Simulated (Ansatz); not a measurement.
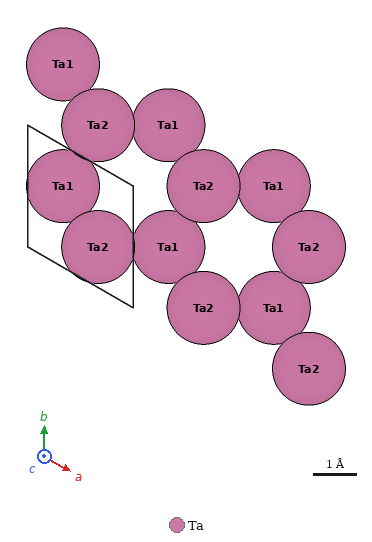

Figure 1. The input geometry of the first run (spheres-only view of the cell of the calculation, repeated 3 × 2 × 1, along the c axis; atoms are numbered from 1 in the order of the input).

## What a change does: single-point calculation on Ta

System: Ta (P6₃/mmc, 2 atoms in the cell).
Method of the first run: DFT, revPBE, plane waves (420 eV) with PAW, scalar-relativistic, no spin polarisation (Ansatz 0.2.0).

Text and figures count atoms from 1; the logs count them from 0 in places.

### Input, the first run
```yaml
crystal:
  lattice:
    - [2.8322569653, 0.0, 0.0]
    - [-1.4161284827, 2.452806482, 0.0]
    - [0.0, 0.0, 5.0269251603]
  atoms:
    - { symbol: Ta, position: [0.3333333333, 0.6666666667, 0.25] }
    - { symbol: Ta, position: [0.6666666667, 0.3333333333, 0.75] }
hamiltonian:
  xc: revpbe
  pseudopotentials:
    kind: paw
    azcp:
      Ta: "pseudopotentials/Ta.paw.azcp"
basis:
  ecutwfc: 420
  fft_grid_basis: typed
kpoints:
  mp_grid: { grid: [14, 14, 7], shift: [0, 0, 0] }
magnetization:
  spin_polarized: false
scf:
  occupations: { method: fermi_dirac, width: 0.1 }
  lower_state_search: "off"
output:
  stress: true
```

Hardware: 2 threads of an x86-64 CPU, shared host.

### Output, shortened to warnings, some set-up lines, iterations and results (the first run)
```
Basis set: ecut = 420 eV, 677 PW (Γ)
Symmetry: 24 space group operations
k-points: 96 of 1372
Initial density: superposition of atomic densities (neutral atoms: chi_scale 0, normalization atom), corrected by the library's trained network
[...]
SCF iter   1: F=—  HF=-19881.704034 eV  |F-HF|=—  |Δ(HF+E_count)|=         —  Δρ=6.32e-3  dr2=9.58e-3  ethr=1.77e-3  ⟨swp⟩=5.1  Hψ=7272  notcnv=0
SCF iter   2: F=—  HF=-19881.702551 eV  |F-HF|=—  |Δ(HF+E_count)|=   1.48e-3  Δρ=3.88e-3  dr2=4.11e-3  ethr=3.68e-5  ⟨swp⟩=1.4  Hψ=2499  notcnv=0
SCF iter   3: F=—  HF=-19881.701603 eV  |F-HF|=—  |Δ(HF+E_count)|=   9.48e-4  Δρ=4.74e-4  dr2=4.06e-5  ethr=1.58e-5  ⟨swp⟩=2.0  Hψ=2111  notcnv=0
SCF iter   4: F=—  HF=-19881.701598 eV  |F-HF|=—  |Δ(HF+E_count)|=   5.16e-6  Δρ=1.06e-4  dr2=2.55e-6  ethr=1.56e-7  ⟨swp⟩=2.3  Hψ=2945  notcnv=0
SCF iter   5: F=-19881.701598 eV  HF=-19881.701598 eV  |F-HF|=1.43e-8  |Δ(HF+E_count)|=   1.85e-8  Δρ=2.35e-5  dr2=7.71e-8  ethr=9.81e-9  ⟨swp⟩=1.8  Hψ=2017  notcnv=0
SCF iter   6: F=-19881.701598 eV  HF=-19881.701598 eV  |F-HF|=3.78e-10  |Δ(HF+E_count)|=   2.21e-8  Δρ=3.77e-6  dr2=2.47e-9  ethr=2.97e-10  ⟨swp⟩=2.2  Hψ=5703  notcnv=0
SCF 1 converged in 6 iterations: F = -19881.701598 eV  dr2 = 2.47e-9
SCF converged after 6 iterations
Free energy (F): -19881.701598 eV
Harris-Foulkes:  -19881.701598 eV  (|F-HF|=3.78e-10)
Internal energy: -19881.623086 eV  (E = F + TS)
E sigma→0 (E₀):  -19881.662342 eV
Entropy (-TS):   -0.078512 eV (-39.256 meV/atom)
Fermi energy:    19.804664 eV
--- Per-component energies (eV) ---
  E_band       = -185.991099
  E_kinetic    = 736.179198
  E_local      = -1065.364460  (includes V_loc(G=0)·N_el)
  E_nonlocal   = 29.555512
  E_hartree    = 374.301568
  E_xc         = -438.622331
  E_vxc        = -409.622052  (∫ρ·V_xc dr)
  E_paw        = -16811.255155  (= ΣΔE_a)
  E_vpaw       = -225.341754  (= ΣTr[D̂ρ^β])
  E_aug_tail   = 0.000301  (compensation charges beyond the density's cutoff)
  E_ewald      = -2706.379176
  E_core_change = -0.038542  (= ΣΔE_core)
  E_smearing   = -0.078512  (= −TS)
  E_closure    = 0.000000  (closes the sum)
  Σ components = -19881.701598   (vs F -19881.701598, Δ=0.00e0)
--- Stress (GPa, compression-positive) ---
       18.926615      -0.000000       0.000000
       -0.000000      18.926615       0.000000
        0.000000       0.000000      16.670690
  P = ⅓ Tr σ = 18.1746 GPa (181.746 kbar)
```

The input of the second run differs as follows (lines with − go, lines with + come):
```diff
-    - [2.8322569653, 0.0, 0.0]
-    - [-1.4161284827, 2.452806482, 0.0]
-    - [0.0, 0.0, 5.0269251603]
+    - [2.7906000765, 0.0, 0.0]
+    - [-1.3953000383, 2.416730558, 0.0]
+    - [0.0, 0.0, 4.9529890501]
```

Predict how the results change.

With the same functional and potentials, the second run lies 113.4 meV per atom higher. The pressure goes from 18.17 to 30.07 GPa. The volume per atom goes from 17.46 to 16.70 Å³. The cell is scaled evenly with the atoms at fixed fractional positions, so −ΔP/Δ ln V estimates the bulk modulus midway between the two volumes: about 270 GPa. The number of SCF iterations is the same.

### Output, shortened to warnings, some set-up lines, iterations and results (the second run)
```
Basis set: ecut = 420 eV, 677 PW (Γ)
Symmetry: 24 space group operations
k-points: 96 of 1372
Initial density: superposition of atomic densities (neutral atoms: chi_scale 0, normalization atom), corrected by the library's trained network
[...]
SCF iter   1: F=—  HF=-19881.478029 eV  |F-HF|=—  |Δ(HF+E_count)|=         —  Δρ=6.75e-3  dr2=1.07e-2  ethr=1.77e-3  ⟨swp⟩=5.2  Hψ=7345  notcnv=0
SCF iter   2: F=—  HF=-19881.475909 eV  |F-HF|=—  |Δ(HF+E_count)|=   2.12e-3  Δρ=4.14e-3  dr2=4.51e-3  ethr=4.12e-5  ⟨swp⟩=1.2  Hψ=2447  notcnv=0
SCF iter   3: F=—  HF=-19881.474774 eV  |F-HF|=—  |Δ(HF+E_count)|=   1.13e-3  Δρ=4.71e-4  dr2=4.03e-5  ethr=1.74e-5  ⟨swp⟩=2.0  Hψ=2106  notcnv=0
SCF iter   4: F=—  HF=-19881.474768 eV  |F-HF|=—  |Δ(HF+E_count)|=   6.33e-6  Δρ=9.69e-5  dr2=1.85e-6  ethr=1.55e-7  ⟨swp⟩=2.2  Hψ=2940  notcnv=0
SCF iter   5: F=-19881.474768 eV  HF=-19881.474768 eV  |F-HF|=6.17e-9  |Δ(HF+E_count)|=   3.83e-8  Δρ=2.46e-5  dr2=8.38e-8  ethr=7.12e-9  ⟨swp⟩=2.1  Hψ=2126  notcnv=0
SCF iter   6: F=-19881.474768 eV  HF=-19881.474768 eV  |F-HF|=1.16e-10  |Δ(HF+E_count)|=   1.42e-8  Δρ=3.17e-6  dr2=1.75e-9  ethr=3.22e-10  ⟨swp⟩=2.0  Hψ=5524  notcnv=0
SCF 1 converged in 6 iterations: F = -19881.474768 eV  dr2 = 1.75e-9
SCF converged after 6 iterations
Free energy (F): -19881.474768 eV
Harris-Foulkes:  -19881.474768 eV  (|F-HF|=1.16e-10)
Internal energy: -19881.399408 eV  (E = F + TS)
E sigma→0 (E₀):  -19881.437088 eV
Entropy (-TS):   -0.075360 eV (-37.680 meV/atom)
Fermi energy:    20.804946 eV
--- Per-component energies (eV) ---
  E_band       = -159.588022
  E_kinetic    = 739.901873
  E_local      = -1014.123640  (includes V_loc(G=0)·N_el)
  E_nonlocal   = 30.708005
  E_hartree    = 360.672347
  E_xc         = -439.839855
  E_vxc        = -411.273667  (∫ρ·V_xc dr)
  E_paw        = -16811.901063  (= ΣΔE_a)
  E_vpaw       = -226.145015  (= ΣTr[D̂ρ^β])
  E_aug_tail   = 0.000318  (compensation charges beyond the density's cutoff)
  E_ewald      = -2746.778851
  E_core_change = -0.038542  (= ΣΔE_core)
  E_smearing   = -0.075360  (= −TS)
  E_closure    = 0.000000  (closes the sum)
  Σ components = -19881.474768   (vs F -19881.474768, Δ=0.00e0)
--- Stress (GPa, compression-positive) ---
       31.088577       0.000000      -0.000000
        0.000000      31.088577       0.000000
       -0.000000       0.000000      28.038307
  P = ⅓ Tr σ = 30.0718 GPa (300.718 kbar)
```

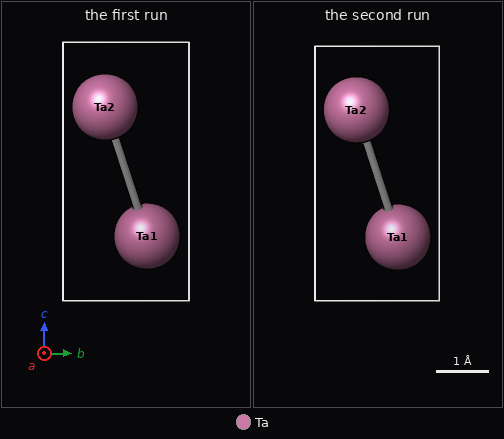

Figure 2. The two input geometries at one scale (ball-and-stick view of the cell of the calculation, along the a axis). No atom moves by more than 0.005 Å relative to the cell. The drawn cell changes as follows: a = b 2.832 → 2.791 Å (−1.5 %), c 5.027 → 4.953 Å (−1.5 %); the volume changes by −4.3 %. Among the contacts that change: Ta1–Ta2 2.999 → 2.954 Å, Ta1–Ta1 2.832 → 2.791 Å.

### The two runs side by side

| quantity | the first run | the second run |
| --- | --- | --- |
| outcome | converged | converged |
| free energy per atom (eV) | −9940.8508 | −9940.7374 |
| energy per atom, smearing taken to zero (eV) | −9940.8312 | −9940.7185 |
| pressure (GPa) | 18.17 | 30.07 |
| volume per atom (Å³) | 17.46 | 16.70 |
| SCF iterations | 6 | 6 |
| irreducible k-points | 96 | 96 |
| plane waves at Γ | 677 | 677 |
| wall time (shared host) | 0.87 s | 1.1 s |

For both runs: Spin–orbit coupling is left out, which matters for Ta. For the first run: The cell is under a pressure of 18.2 GPa at this level, so it is not at its equilibrium volume. For the second run: The cell is under a pressure of 30 GPa at this level, so it is not at its equilibrium volume.
